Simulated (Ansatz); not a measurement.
## Electronic structure of MoS in real space

Input

```
crystal:
  lattice:
    - [0.0, 2.6672146116, 2.6672146116]
    - [2.6672146116, 0.0, 2.6672146116]
    - [2.6672146116, 2.6672146116, 0.0]
  atoms:
    - { symbol: Mo, position: [0.0, 0.0, 0.0] }
    - { symbol: S, position: [0.25, 0.25, 0.25] }
basis:
  ecutwfc: 500
kpoints:
  mp_grid: { grid: [14, 14, 14] }
hamiltonian:
  xc: r2scan
scf:
  occupations: { method: gaussian, width: 0.1 }
  lower_state_search: "off"
output:
  forces: true
  stress: true
  eigenvalues: true
  write_density: true
  write_potential: true
  elf: true
  volumetric_format: npy
```

Command:

```sh
ansatz run input.yaml --threads 1 --pin off --max-ram 2560MiB --backend cpu --events-out ev --progress --plain --runs-dir out
```

Below, planes, directions and counts refer to the conventional cell (a = 5.33 Å, b = 5.33 Å, c = 5.33 Å, α = 90.00°, β = 90.00°, γ = 90.00°).

Space group F-43m; started from the zinc blende prototype, which need not be the ambient phase; computed without spin polarisation.

Method: DFT r2SCAN, scalar-relativistic, plane waves, PAW in Ansatz.

In a PAW calculation such maps are meaningful between the atoms, not at the nuclei.

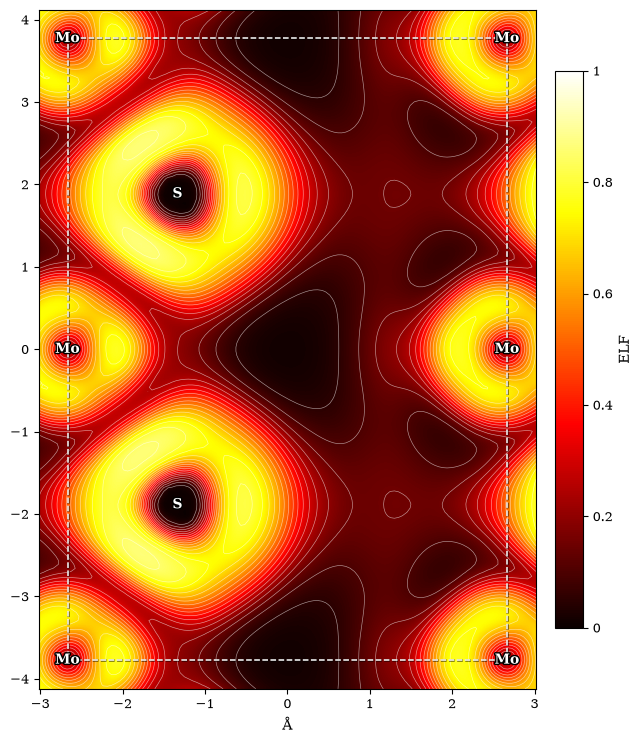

Figure 1. ELF on the (011) plane of the conventional cell.

Question: Read the bonding off the picture.

Answer: The plane passes through Mo and S nuclei.
Mo–S (2.31 Å): the ELF peaks at about 0.85 in the valence shell of S, 0.8 Å from its nucleus, and is about 0.40 at the midpoint.
The features right at Mo lie inside the PAW spheres, where the map follows smoothed inner orbitals and isn't to be read closely.

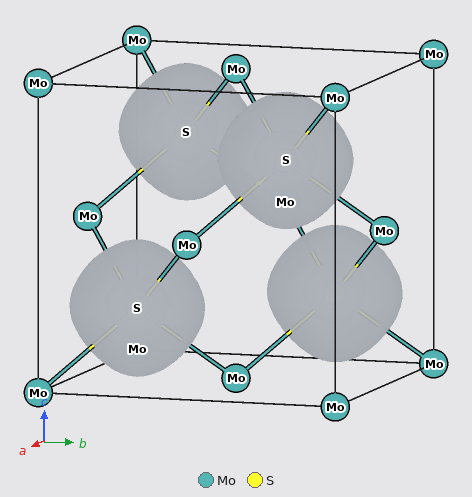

Figure 2. Isosurface of the ELF at 0.65 (grey), seen slightly off an axis. Core shells and regions of very low density are left out. Sticks mark near contacts.

Question: Describe the localisation domains.

Answer: At this value the surface marks out four regions wrapped around S (the valence shell of each), counted in one cell of 8 atoms. Regions shared between cells count once.

Question: Does the calculation give a band gap?

Answer: It is gapless in this calculation (a metal or semimetal); semilocal functionals without U, or without the true magnetic order, often close the gap of such compounds.
